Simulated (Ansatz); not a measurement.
# Geometry relaxation, with input and output: Al₁₆N₁₇ (charge −2) (part 2 of 3)

The same run, continued: Al₁₆N₁₇ (defect cell, 33 atoms in the cell, total charge −2); DFT PBE, scalar-relativistic, plane waves, PAW, spin-polarised (Ansatz 0.2.0); cutoff 420 eV, 2×2×2 k-mesh, Gaussian smearing of 0.01 eV, collinear spins. The structure derives from a Materials Project entry. It belongs to a series of runs on one base structure; here: N interstitial, charge -2, atoms relaxed at the host's cell.

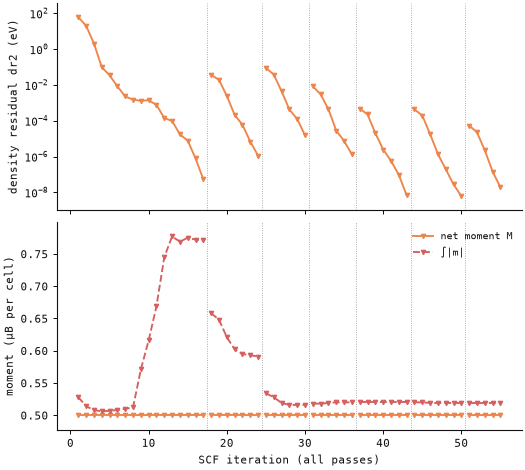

*Convergence of the self-consistent field: density residual dr2 and magnetic moment against the SCF iteration. The dotted lines part the SCF passes of the relaxation: geometry steps, rejected trials and re-solves on a re-selected basis.*

The 7 passes take 5 to 17 iterations each, 55 in all. The net moment stays at 0.5 μB per cell.

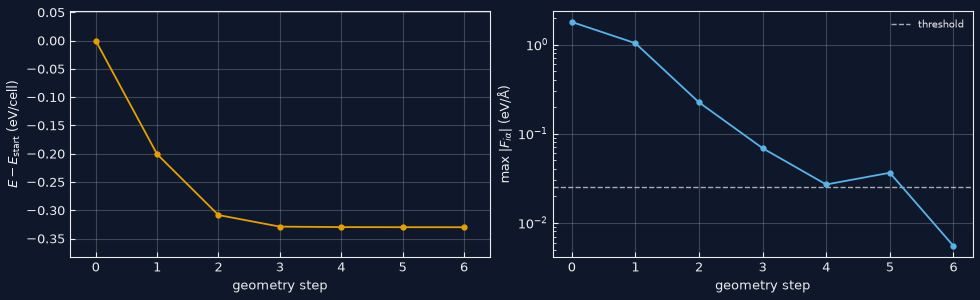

*Progress of the relaxation, step by step (the first geometry is step 0 here and step 1 in the log).*

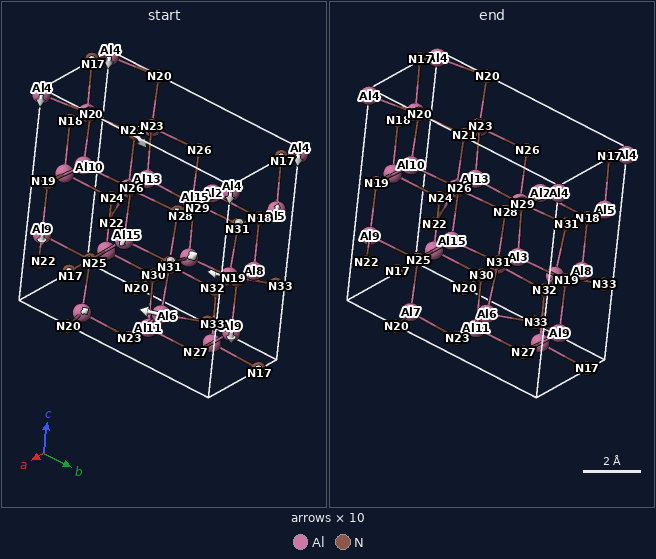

*Before (left) and after (right) the relaxation, at one scale (ball-and-stick view of the cell of the calculation, seen slightly off an axis). The white arrows give the displacements, magnified 10 times.*

The atom that moves furthest is Al6 (0.084 Å). Largest moves by element: Al 0.084 Å, N 0.069 Å. The cell doesn't change. Distances before and after: Al6–N33 1.720 → 1.787 Å, Al5–N21 1.853 → 1.918 Å, Al3–N31 1.957 → 1.895 Å, Al3–N30 1.873 → 1.922 Å. Among the angles that change: N32–Al6–N33 113.7° → 109.3°, Al6–N31–Al15 104.8° → 100.4°, Al6–N32–Al16 102.6° → 98.5°. The energy falls by 0.330 eV per cell of the calculation in 6 geometry steps. The largest force component goes from 1.8 to 0.0055 eV/Å. (Atoms are counted from 1 in the order of the input.)

```
SCF converged after 5 iterations
Magnetization: 0.5000 μB (67.7500 up, 67.2500 down)
Absolute magnetization: 0.5200 μB (∫|ρ↑−ρ↓|, with the PAW one-centre terms)
Spin contamination: 0.0067 ħ² per cell (⟨S²⟩ above its minimum at these occupations)
Per-site moments (μB) at R_I (Å): [(0.001729196613622974, 0.7814106541348691), (0.0014145617222851429, 0.7695045672596548), (0.002518911675429727, 0.7818479516167891), (0.004488484081371086, 0.7373892409557887), (0.0025189852691273242, 0.78184574104806), (0.004446121628163244, 0.7373317593996711), (0.0024985119298433266, 0.7817963809139796), (0.001414975117916687, 0.769501847295608), (0.0010212261694852749, 0.7889253001912517), (0.0019035552020897587, 0.7599896461518162), (0.0014151511174016957, 0.7695124297828307), (0.0010207607171283917, 0.7889241411683887), (0.0017291667505918693, 0.7814069771512413), (0.0014146276525527784, 0.7695037751655516), (0.0018917492959613295, 0.7599419399122855), (0.00249855090644328, 0.7817916043663492), (0.003310377788396496, 0.7789160308324715), (0.0008436880639972, 0.7890228987839308), (0.0034587875902300142, 0.769501847295608), (0.006880687249515162, 0.7599896461518162), (0.0034608868355275138, 0.7695124297828307), (0.00038195388126527905, 0.6194536801402998), (0.0032705588800619433, 0.7788507848525157), (0.004314564559807276, 0.7815340915031502), (0.003419578066142765, 0.7695037751655516), (0.0005137713036881109, 0.7834811353378212), (0.004314251264757255, 0.7815412098656076), (0.003418110667678793, 0.7695045672596548), (0.0033121033209555176, 0.7789071670221491), (0.0008435522362487256, 0.7890273927753445), (0.006867465359552629, 0.7599419399122855), (0.003272202890464317, 0.7788484300445128), (0.00038102713210177866, 0.6194536801402998)]
Free energy (F): -15146.782723 eV
Harris-Foulkes:  -15146.782723 eV  (|F-HF|=1.18e-8)
Internal energy: -15146.781313 eV  (E = F + TS)
E sigma→0 (E₀):  -15146.782018 eV
Entropy (-TS):   -0.001410 eV (-0.043 meV/atom)
Fermi energy:    10.891404 eV
--- Per-component energies (eV) ---
  E_band       = 261.833247
  E_kinetic    = 2716.712382
  E_local      = -3842.569776  (includes V_loc(G=0)·N_el)
  E_nonlocal   = 939.441076
  E_hartree    = 1335.643838
  E_xc         = -1709.197520
  E_vxc        = -1829.531919  (∫ρ·V_xc dr)
  E_paw        = -9652.040013  (= ΣΔE_a)
  E_vpaw       = -393.511198  (= ΣTr[D̂ρ^β])
  E_aug_tail   = 0.001656  (compensation charges beyond the density's cutoff)
  E_ewald      = -4934.772956
  E_smearing   = -0.001410  (= −TS)
  E_closure    = -0.000000  (closes the sum)
  E_deformation_potential = -34.261026  (in the stress; not in F)
  Σ components = -15146.782723   (vs F -15146.782723, Δ=0.00e0)
--- Forces (eV/Å), atoms counted from 1 ---
  atom   1  Al     0.00006344    -0.00041793    -0.00006674
  atom   2  Al    -0.00005570     0.00000611     0.00040607
  atom   3  Al     0.00219629     0.00117681     0.00178472
  atom   4  Al    -0.00493225     0.00148947     0.00186925
  atom   5  Al     0.00219756     0.00182424     0.00134435
  atom   6  Al    -0.00297202    -0.00237104    -0.00239383
  atom   7  Al    -0.00027648    -0.00281871     0.00091696
  atom   8  Al     0.00010186     0.00050350    -0.00075037
  atom   9  Al    -0.00129303    -0.00296785     0.00279960
  atom  10  Al    -0.00030213     0.00100254     0.00101938
  atom  11  Al    -0.00020927    -0.00047659     0.00009229
  atom  12  Al    -0.00226829     0.00234107    -0.00259732
  atom  13  Al     0.00038043     0.00041481    -0.00025808
  atom  14  Al    -0.00046639     0.00028076     0.00036058
  atom  15  Al     0.00166890     0.00021191    -0.00039857
  atom  16  Al     0.00022526     0.00085206    -0.00241756
  atom  17  N      0.00112981     0.00002853    -0.00090911
  atom  18  N     -0.00066155     0.00034034    -0.00064225
  atom  19  N     -0.00191948     0.00040683    -0.00234716
  atom  20  N      0.00282406     0.00355172     0.00316278
  atom  21  N     -0.00185111    -0.00297082     0.00073348
  atom  22  N      0.00549808     0.00299042     0.00354144
  atom  23  N      0.00083217     0.00145722     0.00057398
  atom  24  N     -0.00011144     0.00044205    -0.00067097
  atom  25  N     -0.00087722     0.00230827    -0.00167168
  atom  26  N     -0.00187754    -0.00054667    -0.00015337
  atom  27  N      0.00005829    -0.00024831     0.00080134
  atom  28  N     -0.00124441    -0.00148692     0.00167106
  atom  29  N      0.00084845    -0.00075126    -0.00015445
  atom  30  N     -0.00045605    -0.00028410     0.00022606
  atom  31  N     -0.00061649    -0.00322820    -0.00302399
  atom  32  N      0.00084051     0.00063572     0.00166651
  atom  33  N      0.00353255    -0.00369948    -0.00451927
  max |Σ_I F_I| component: 6.80e-6 eV/Å
--- Charged-cell corrections in eV (Makov–Payne, q = -2.000 e, ε = 8.659) ---
  F (periodic)     = -15146.782723  (uncorrected; the corrections below are reported, never added to it)
  E_corr1          = +1.374431  (monopole, q²α_M/2εL)
  F Makov-Payne    = -15145.408292  (F + E_corr1; no measured alignment; for a localised charge, not one spread in a band: unchecked)
  no potential alignment in this run, which stands beside a crystal: run the host's input off ansatz write-host-input, and read the two finished runs by ansatz place-levels (neither reads a slab, a wire or a sheet, whose cell leaves a vacuum)
--- Band table (eV; the first three rows and the last of 8) ---
  k-point 0 ↑: bands = ["-9.4823", "-7.2592", "-7.2503", "-7.2279", "-6.6923", "-5.8956", "-5.8600", "-5.8497", "-5.8402", "-5.7929", "-5.7690", "-5.7456", "-5.7089", "-5.6928", "-5.6802", "-5.6771", "-2.5060", "1.4066", "1.6607", "1.8292", "1.8529", "1.9253", "2.0064", "2.0103", "2.1120", "2.1530", "2.1643", "2.1863", "2.9874", "3.2403", "3.4608", "3.4701", "3.7682", "3.9593", "4.2435", "4.3167", "4.3243", "4.3420", "4.4282", "4.4581", "4.4654", "4.5031", "4.5794", "4.7017", "5.3616", "5.3774", "5.4163", "5.4607", "5.5825", "5.5983", "5.6247", "5.6468", "5.6881", "5.7804", "5.7832", "5.8096", "6.1468", "6.4305", "6.5294", "6.5389", "6.5619", "6.6238", "6.6361", "6.6541", "6.8662", "8.2108", "8.4761", "11.5493", "11.5831", "12.2237", "12.5586", "12.6650", "12.7270", "12.7351", "12.8390", "12.9021", "12.9026", "12.9492", "13.2170", "13.3235", "13.5283", "14.2125", "14.9763", "15.5706", "16.1535", "16.3823", "16.4412", "16.5954", "16.6408", "16.6755", "16.8259", "16.9051", "16.9685", "16.9874", "17.1113", "17.2207", "17.4827", "17.6540", "18.0702", "18.1144", "18.3543", "18.4267"]
  k-point 1 ↑: bands = ["-9.4884", "-7.6173", "-6.7735", "-6.7652", "-6.7195", "-6.4125", "-6.1523", "-6.1105", "-6.1054", "-5.9473", "-5.7574", "-5.6295", "-5.5926", "-5.5672", "-5.3933", "-5.3853", "-2.5080", "1.2611", "1.3540", "1.4359", "1.6930", "2.0900", "2.1592", "2.3178", "2.3556", "2.4074", "2.5705", "2.8374", "2.9658", "3.1110", "3.2729", "3.3583", "3.4470", "3.4566", "3.6011", "4.0569", "4.2058", "4.2926", "4.4613", "4.6984", "4.9586", "5.1182", "5.1270", "5.1685", "5.2644", "5.2894", "5.3302", "5.3694", "5.3848", "5.4116", "5.4868", "5.5673", "5.5750", "5.6495", "6.0813", "6.0942", "6.1866", "6.2289", "6.2696", "6.3205", "6.3339", "6.4124", "6.4826", "6.5676", "7.0824", "8.2204", "8.5621", "10.5513", "11.4043", "12.0123", "12.2649", "12.5189", "12.9802", "13.2772", "13.5659", "13.6393", "13.8066", "13.8304", "14.1743", "14.3303", "14.5388", "14.6925", "15.1854", "15.3229", "15.3912", "15.5804", "15.8140", "15.9947", "16.2313", "16.3911", "16.6067", "16.6782", "16.7291", "16.8187", "16.9243", "17.0848", "17.1348", "17.2223", "17.3888", "17.5635", "17.6781", "17.8072"]
  k-point 2 ↑: bands = ["-9.4884", "-7.6173", "-6.7736", "-6.7652", "-6.7195", "-6.4125", "-6.1523", "-6.1105", "-6.1054", "-5.9473", "-5.7574", "-5.6295", "-5.5927", "-5.5672", "-5.3933", "-5.3853", "-2.5080", "1.2611", "1.3540", "1.4359", "1.6930", "2.0900", "2.1592", "2.3178", "2.3556", "2.4074", "2.5705", "2.8374", "2.9658", "3.1110", "3.2729", "3.3583", "3.4470", "3.4566", "3.6011", "4.0568", "4.2058", "4.2926", "4.4613", "4.6984", "4.9586", "5.1182", "5.1269", "5.1685", "5.2644", "5.2894", "5.3302", "5.3693", "5.3848", "5.4117", "5.4868", "5.5673", "5.5750", "5.6496", "6.0813", "6.0942", "6.1866", "6.2289", "6.2696", "6.3204", "6.3340", "6.4124", "6.4826", "6.5676", "7.0824", "8.2204", "8.5621", "10.5513", "11.4043", "12.0123", "12.2648", "12.5189", "12.9802", "13.2771", "13.5661", "13.6392", "13.8067", "13.8305", "14.1743", "14.3303", "14.5389", "14.6925", "15.1854", "15.3229", "15.3912", "15.5803", "15.8141", "15.9948", "16.2313", "16.3911", "16.6066", "16.6782", "16.7291", "16.8187", "16.9243", "17.0848", "17.1348", "17.2224", "17.3888", "17.5636", "17.6782", "17.8072"]
  k-point 3 ↓: bands = ["-9.4882", "-7.5898", "-6.7768", "-6.7372", "-6.7235", "-6.4223", "-6.1172", "-6.1168", "-6.0915", "-5.9549", "-5.7012", "-5.6053", "-5.6042", "-5.5707", "-5.4226", "-5.3428", "-2.5179", "1.3530", "1.3754", "1.5096", "1.8770", "1.9143", "2.2324", "2.3558", "2.3891", "2.4785", "2.5080", "2.7915", "2.8466", "3.1370", "3.3349", "3.3409", "3.4465", "3.4744", "3.5022", "4.1886", "4.3169", "4.4101", "4.5041", "4.8400", "4.8472", "5.0308", "5.2130", "5.2144", "5.2578", "5.2815", "5.3462", "5.3688", "5.4088", "5.4138", "5.5356", "5.6145", "5.6194", "5.6560", "6.0748", "6.0811", "6.2050", "6.2305", "6.3034", "6.3217", "6.4078", "6.4287", "6.5109", "6.5615", "6.7584", "8.3002", "8.6202", "10.9672", "11.2548", "12.2888", "12.3416", "12.5374", "13.1348", "13.5934", "13.6599", "13.7214", "13.7380", "13.8041", "14.3921", "14.4835", "14.6253", "14.7827", "14.8859", "15.4151", "15.5008", "15.5670", "15.6086", "15.6211", "16.2772", "16.4941", "16.6245", "16.7034", "16.8516", "17.0063", "17.0512", "17.1065", "17.2191", "17.3999", "17.4617", "17.5797", "17.6755", "17.6915"]
--- Relaxed structure (7 steps of the walk, 7 accepted, 0 SCFs on fresh bases) ---
  F+E_penalty+E_count = -15146.78272320 eV   max|allowed force component| = 5.498e-3 eV/Å
  atoms:
    - { symbol: Al, position: [0.2548244315589569, 0.7497054753830634, 0.009391946024837894] }
    - { symbol: Al, position: [0.5053761309091273, 0.7509853275909601, 0.7626016733230798] }
    - { symbol: Al, position: [0.7546883747226107, 0.7533306632152856, 0.5059044600100624] }
    - { symbol: Al, position: [0.0008085570179309776, 0.0015679225080743042, 0.9664636951143502] }
    - { symbol: Al, position: [0.2469346556900885, -0.0005436956899743661, 0.7520303444311744] }
    - { symbol: Al, position: [0.0008115056929067777, 0.7068537126041128, 0.2612227828019432] }
    - { symbol: Al, position: [0.7546235816069133, 0.2461651358621358, 0.01294969672395574] }
    - { symbol: Al, position: [0.49623273930242623, -0.00164584262356817, 0.5060891988435984] }
    - { symbol: Al, position: [0.7582211800875509, 0.0023313327326170974, 0.26198388375772175] }
    - { symbol: Al, position: [0.0008110492106705447, 0.2475639598066245, 0.7512138104044145] }
    - { symbol: Al, position: [0.5053915140055192, 0.5029290597141728, 0.010663681037492698] }
    - { symbol: Al, position: [0.24339229973725737, 0.24490692639109998, 0.5045556998970366] }
    - { symbol: Al, position: [0.7467991789973781, 0.49569246713980186, 0.7553806561113685] }
    - { symbol: Al, position: [0.4962504267178418, 0.24642119892293055, 0.2580350863601975] }
    - { symbol: Al, position: [0.000820590195252247, 0.4915470592369026, 0.5072912045128469] }
    - { symbol: Al, position: [0.2470037552104406, 0.49235866158649655, 0.25914128857130947] }
    - { symbol: N, position: [0.2562664307455833, -0.003411095050588092, 0.003670415228521573] }
    - { symbol: N, position: [0.500798930992167, -0.0011105084021374168, 0.7585632962910371] }
    - { symbol: N, position: [0.7429373001623345, 0.001630705163104984, 0.5091770060035331] }
    - { symbol: N, position: [0.0008159546527783945, 0.2592719277465556, -0.003556197314631887] }
    - { symbol: N, position: [0.2586795646681777, 0.2595029921227649, 0.7670425015238566] }
    - { symbol: N, position: [0.0007978894075267862, 0.0758645089870373, 0.21490659139734314] }
    - { symbol: N, position: [0.7453854997485772, 0.48853322258295595, 0.0008375212846034596] }
    - { symbol: N, position: [0.4951953684449124, 0.24644354510756392, 0.506115062003582] }
    - { symbol: N, position: [0.7429714214176131, 0.24955329470403656, 0.261315593020947] }
    - { symbol: N, position: [0.0008102668556367598, 0.4990523471536624, 0.7587339966138247] }
    - { symbol: N, position: [0.5064271970511862, 0.7520583444013448, 0.011736290785652512] }
    - { symbol: N, position: [0.2586634133908475, 0.5073932160661023, 0.5191549073065574] }
    - { symbol: N, position: [0.7453578118384806, 0.7411312419155898, 0.7482123779664402] }
    - { symbol: N, position: [0.500828417319907, 0.4989035254533135, 0.2585758824820922] }
    - { symbol: N, position: [0.0008133633911360238, 0.7367169724521664, 0.5188594134443992] }
    - { symbol: N, position: [0.2562382383225291, 0.7439616240960342, 0.2562659867834559] }
    - { symbol: N, position: [0.0008126009277339974, -0.04471826278024285, 0.33548312125339486] }
--- Löwdin populations: 33 sites ---
  site symbol       q [e]    m [muB]
     0     Al      1.9666     0.0156
     1     Al      1.9722     0.0135
     2     Al      1.9850     0.0250
     3     Al      2.0124     0.0456
     4     Al      1.9850     0.0250
     5     Al      2.0119     0.0452
     6     Al      1.9847     0.0248
     7     Al      1.9722     0.0135
     8     Al      1.9496     0.0093
     9     Al      1.9983     0.0214
    10     Al      1.9722     0.0135
    11     Al      1.9496     0.0093
    12     Al      1.9665     0.0156
    13     Al      1.9722     0.0136
    14     Al      1.9981     0.0213
    15     Al      1.9847     0.0248
    16      N      6.0392     0.0059
    17      N      6.0375     0.0053
    18      N      6.0328     0.0058
    19      N      6.0399     0.0104
    20      N      6.0328     0.0058
    21      N      5.7627     0.0024
    22      N      6.0392     0.0059
    23      N      6.0382     0.0057
    24      N      6.0329     0.0058
    25      N      6.0425     0.0044
    26      N      6.0382     0.0057
    27      N      6.0329     0.0058
    28      N      6.0392     0.0060
    29      N      6.0375     0.0053
    30      N      6.0399     0.0103
    31      N      6.0392     0.0059
    32      N      5.7627     0.0024
  spilling = 0.009122 (of n_electrons = 135.000000)
```

File populations.tsv
```
# site	symbol	l	j	q_up	q_dn
# orbitals = lowdin
# n_electrons = 135.000000
# spilling = 0.009122
0	Al	0_3S	-	0.288921	0.287797
0	Al	1_3P	-	0.702163	0.687672
1	Al	0_3S	-	0.286858	0.285905
1	Al	1_3P	-	0.706016	0.693418
2	Al	0_3S	-	0.286962	0.285635
2	Al	1_3P	-	0.718036	0.694349
3	Al	0_3S	-	0.284068	0.277993
3	Al	1_3P	-	0.744909	0.705417
4	Al	0_3S	-	0.286965	0.285638
4	Al	1_3P	-	0.718040	0.694352
5	Al	0_3S	-	0.284006	0.277989
5	Al	1_3P	-	0.744521	0.705373
6	Al	0_3S	-	0.286947	0.285630
6	Al	1_3P	-	0.717828	0.694335
7	Al	0_3S	-	0.286861	0.285909
7	Al	1_3P	-	0.706013	0.693416
8	Al	0_3S	-	0.268408	0.267778
8	Al	1_3P	-	0.711077	0.702360
9	Al	0_3S	-	0.283048	0.281654
9	Al	1_3P	-	0.726840	0.706787
10	Al	0_3S	-	0.286863	0.285911
10	Al	1_3P	-	0.706013	0.693415
11	Al	0_3S	-	0.268407	0.267778
11	Al	1_3P	-	0.711075	0.702362
12	Al	0_3S	-	0.288919	0.287796
12	Al	1_3P	-	0.702161	0.687669
13	Al	0_3S	-	0.286856	0.285904
13	Al	1_3P	-	0.706019	0.693421
14	Al	0_3S	-	0.283036	0.281647
14	Al	1_3P	-	0.726649	0.706752
15	Al	0_3S	-	0.286946	0.285628
15	Al	1_3P	-	0.717830	0.694335
16	N	0_2S	-	0.708432	0.702925
16	N	1_2P	-	2.314140	2.313699
17	N	0_2S	-	0.713316	0.707883
17	N	1_2P	-	2.308093	2.308241
18	N	0_2S	-	0.711597	0.706830
18	N	1_2P	-	2.307735	2.306656
19	N	0_2S	-	0.711290	0.704167
19	N	1_2P	-	2.313829	2.310582
20	N	0_2S	-	0.711600	0.706833
20	N	1_2P	-	2.307728	2.306647
21	N	0_2S	-	0.717928	0.715755
21	N	1_2P	-	2.164604	2.164364
22	N	0_2S	-	0.708397	0.702921
22	N	1_2P	-	2.314166	2.313755
23	N	0_2S	-	0.704961	0.702836
23	N	1_2P	-	2.316962	2.313401
24	N	0_2S	-	0.711564	0.706825
24	N	1_2P	-	2.307756	2.306707
25	N	0_2S	-	0.712546	0.707935
25	N	1_2P	-	2.310898	2.311084
26	N	0_2S	-	0.704962	0.702836
26	N	1_2P	-	2.316960	2.313399
27	N	0_2S	-	0.711562	0.706824
27	N	1_2P	-	2.307759	2.306712
28	N	0_2S	-	0.708432	0.702924
28	N	1_2P	-	2.314142	2.313699
29	N	0_2S	-	0.713316	0.707883
29	N	1_2P	-	2.308095	2.308243
30	N	0_2S	-	0.711280	0.704155
30	N	1_2P	-	2.313846	2.310622
31	N	0_2S	-	0.708398	0.702922
31	N	1_2P	-	2.314163	2.313749
32	N	0_2S	-	0.717858	0.715694
32	N	1_2P	-	2.164703	2.164465
```
